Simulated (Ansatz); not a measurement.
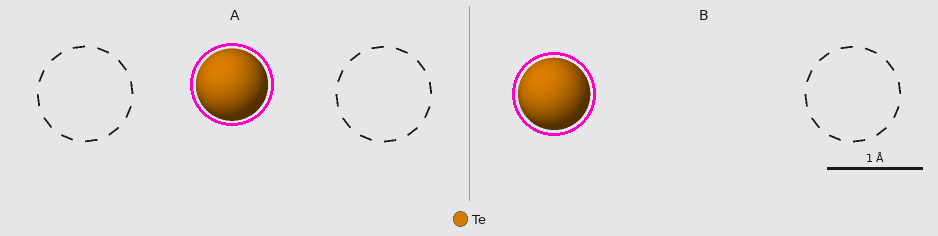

A vacancy jump of tellurium in Te (Pm-3m phase), in a neutral cell with 20 atoms, whose images lie 9.6 Å apart. One frame is the relaxed vacancy; in the other the neighbouring Te atom (ringed) was set half-way along its jump of 3.20 Å and all atoms were relaxed in the symmetry of that start. Dashed circles mark empty sites. The picture is a ball-and-stick view of the slice 3.8 Å thick through the jump, out to 4.4 Å from its middle, seen across the jump.

Computed with DFT PBE, scalar-relativistic, plane waves, PAW in Ansatz 0.2.0. Settings: plane-wave cutoff 420 eV; k-point mesh 4 × 4 × 4; occupations gaussian; smearing width 0.1 eV; no spin polarisation; atoms relaxed in a fixed cell; force threshold 0.02 eV/Å.

Which frame is the half-way one, and how far apart are the two in energy?

Frame A is the half-way start after relaxation. It lies 0.53 eV above the relaxed vacancy. The atom stays half-way, on the straight line. The symmetry of the start was kept and can hold it there, so for a path with one hump at the middle this is the barrier or an upper bound to it. There it has 6 Te as nearest neighbours, the closest at 3.40 Å. Both cells are metallic on the mesh.
